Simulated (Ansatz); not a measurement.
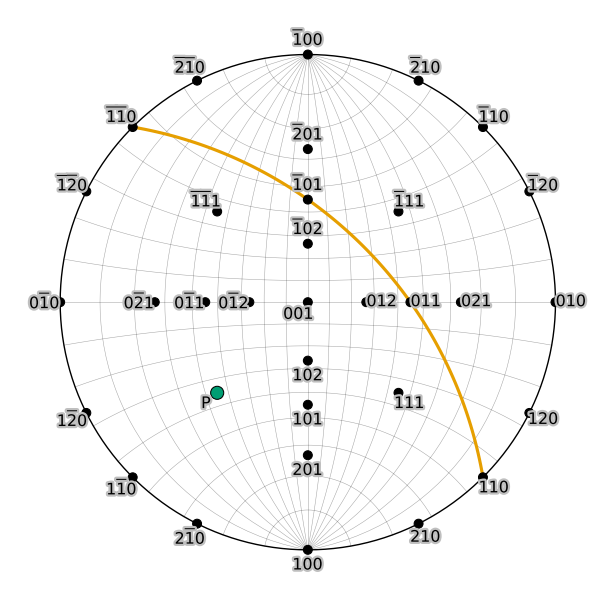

For Ge, the end point of a relaxation with DFT, r2SCAN, plane waves (500 eV) with PAW, scalar-relativistic in Ansatz 0.2.0; the starting structure was generated, so it need not be a known form of this composition: stereographic projection of plane normals (upper hemisphere) centred on (0 0 1). The drawing is computed from the coordinates (standard cell, symmetry found to 0.002 Å).

a = 4.232 Å, b = 4.232 Å, c = 4.232 Å, α = 90.00°, β = 90.00°, γ = 90.00°.

Index the pole marked P.

P is (1 −1 1), 54.7° from the centre.

Which zone does the coloured great circle trace?

The zone [1 −1 1]: its poles satisfy h − k + l = 0.

What is the angle between the normals of (−1 0 0) and (1 0 0), and what are their d_hkl = 1/|g|?

180.0°; d = 4.232 Å and 4.232 Å.
